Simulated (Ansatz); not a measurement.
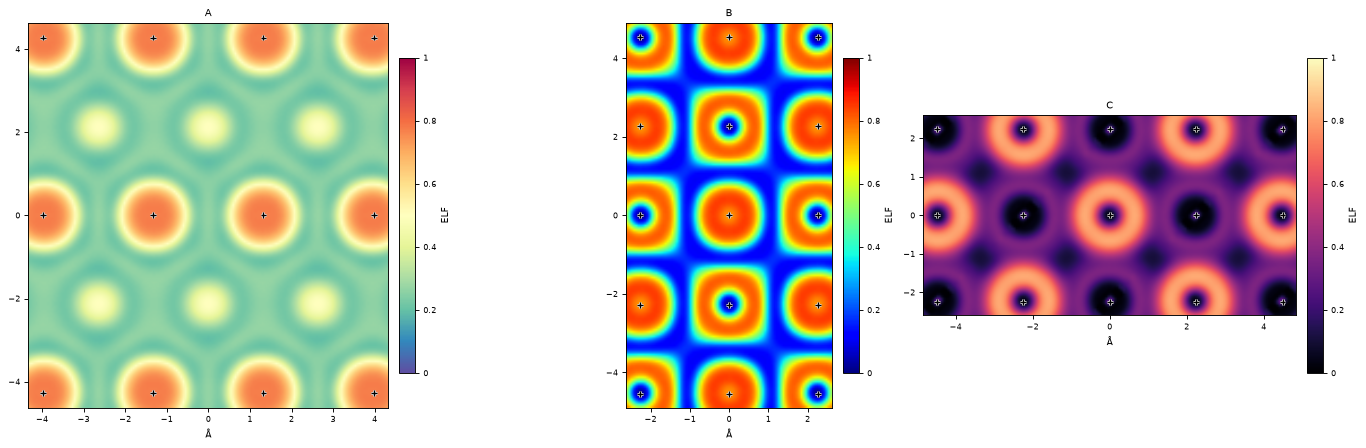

The electron localisation function of 3 systems, each on a plane through atoms (crosses mark nuclei in the plane).

Theory: Ansatz, DFT PBE, scalar-relativistic, plane waves, PAW.

System 1: Rh, the (010) plane of the conventional cell. Space group P6₃/mmc; a structure from a database of computed crystals, not necessarily the ambient phase; computed pressure about 25 GPa in this cell; computed without spin polarisation.

```
Rh
1.0
     2.65158    0.00000    0.00000
    -1.32579    2.29634    0.00000
     0.00000    0.00000    4.27528
Rh
2
Direct
  0.66667 0.33333 0.75000
  0.33333 0.66667 0.25000
```

System 2: GeN, the (010) plane of the conventional cell. Space group Fm-3m; a structure from a database of computed crystals, not necessarily the ambient phase; computed without spin polarisation.

```yaml
crystal:
  lattice:
    - [4.48885, 0.00000, 0.00000]
    - [0.00000, 4.48885, 0.00000]
    - [0.00000, 0.00000, 4.48885]
  atoms:
    - { symbol: Ge, position: [0.00000, 0.00000, 0.00000] }
    - { symbol: Ge, position: [0.50000, 0.50000, 0.00000] }
    - { symbol: Ge, position: [0.50000, 0.00000, 0.50000] }
    - { symbol: Ge, position: [0.00000, 0.50000, 0.50000] }
    - { symbol: N, position: [0.50000, 0.00000, 0.00000] }
    - { symbol: N, position: [0.00000, 0.50000, 0.00000] }
    - { symbol: N, position: [0.00000, 0.00000, 0.50000] }
    - { symbol: N, position: [0.50000, 0.50000, 0.50000] }
```

System 3: HfN, the (001) plane of the conventional cell. Space group Fm-3m; a structure from a database of computed crystals, not necessarily the ambient phase; computed without spin polarisation.

```
Hf N
1.0
     4.54779    0.00000    0.00000
     0.00000    4.54779    0.00000
     0.00000    0.00000    4.54779
Hf N
4 4
Direct
  0.00000 0.00000 0.00000
  0.50000 0.50000 0.00000
  0.50000 0.00000 0.50000
  0.00000 0.50000 0.50000
  0.50000 0.00000 0.00000
  0.00000 0.50000 0.00000
  0.00000 0.00000 0.50000
  0.50000 0.50000 0.50000
```

> Which map belongs to which system?

Panel A is system 1, Rh: the plane holds Rh. Rh–Rh (2.65 Å): the ELF is about 0.25 at the midpoint: no localised pair shows between them. Panel B is system 3, HfN: the plane holds Hf and N. Hf–N (2.27 Å): the ELF peaks at about 0.80 in the valence shell of N, 0.7 Å from its nucleus, and is about 0.15 at the midpoint; no localised pair shows between them. Panel C is system 2, GeN: the plane holds Ge and N. Ge–N (2.24 Å): the ELF peaks at about 0.80 in the valence shell of N, 0.6 Å from its nucleus, and is about 0.45 at the midpoint.
